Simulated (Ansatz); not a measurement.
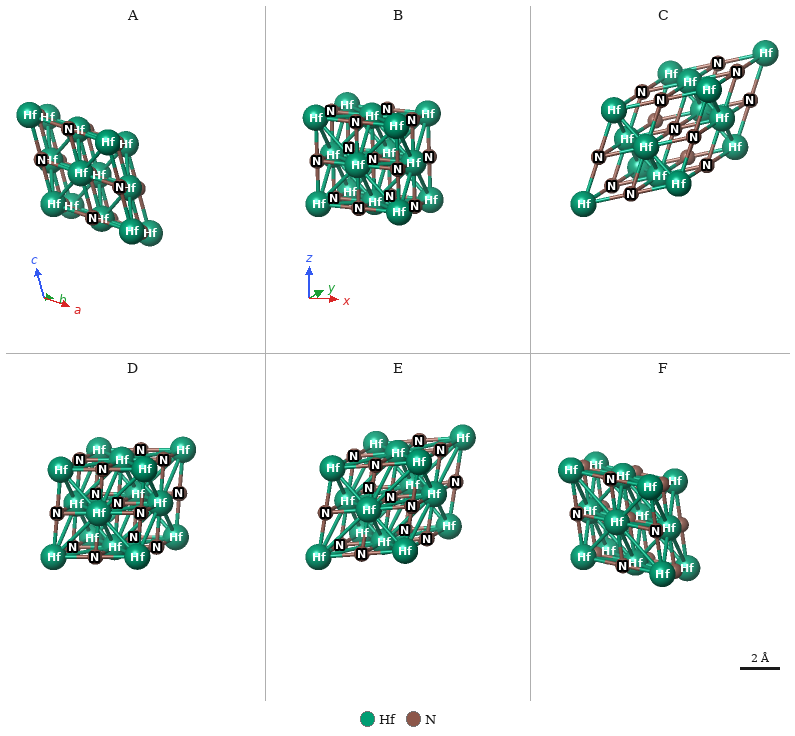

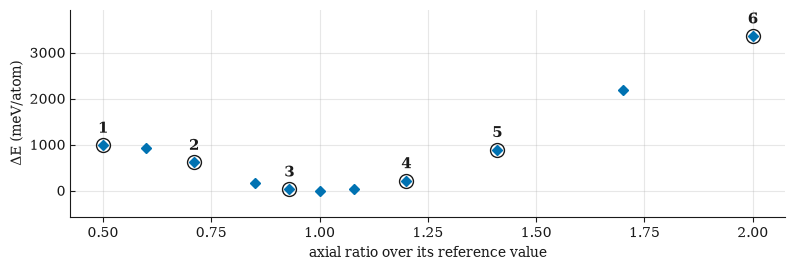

A scan of solid HfN (Fm-3m): the ratio of the cell's length along [111] to its lengths across, counted as 1 for the reference, is changed at fixed volume (a trigonal path), with the atoms kept at their fractional coordinates. x, y and z are the Cartesian axes of the input. The frames are shuffled; the numbered points of the plot belong to them. A ball-and-stick model of the conventional cell (4 times the calculation's cell), seen slightly off an axis. Lengths and directions refer to the drawn axes.

Method: Ansatz 0.2.0, DFT PBE, scalar-relativistic, plane waves, PAW. Settings: plane-wave cutoff 420 eV; k-point mesh 20 × 20 × 20; occupations gaussian; smearing width 0.15 eV; no spin polarisation. Energies (free energies at the smearing named) are counted from the cell as listed in its source, which wasn't relaxed.

Q: Match the frames to the points.

A: Point 1 is frame A (the relative ratio 0.50, 986 meV/atom); 2 is frame F (the relative ratio 0.71, 613 meV/atom); 3 is frame B (the relative ratio 0.93, 31 meV/atom); 4 is frame D (the relative ratio 1.20, 214 meV/atom); 5 is frame E (the relative ratio 1.41, 889 meV/atom); 6 is frame C (the relative ratio 2.00, 3359 meV/atom). The lowest computed point lies at the relative ratio 1.00 (0 meV/atom). The unrelaxed reference is under a pressure of 5.4 GPa. The distortion takes the space group from Fm-3m to R-3m, except for Pm-3m at 0.50. At the relative ratio 2.00 the cell of the drawing goes a 4.518 → 5.071 Å, b 4.518 → 5.071 Å, c 4.518 → 5.071 Å, α 90.0° → 60.0°, β 90.0° → 60.0°, γ 90.0° → 60.0°.
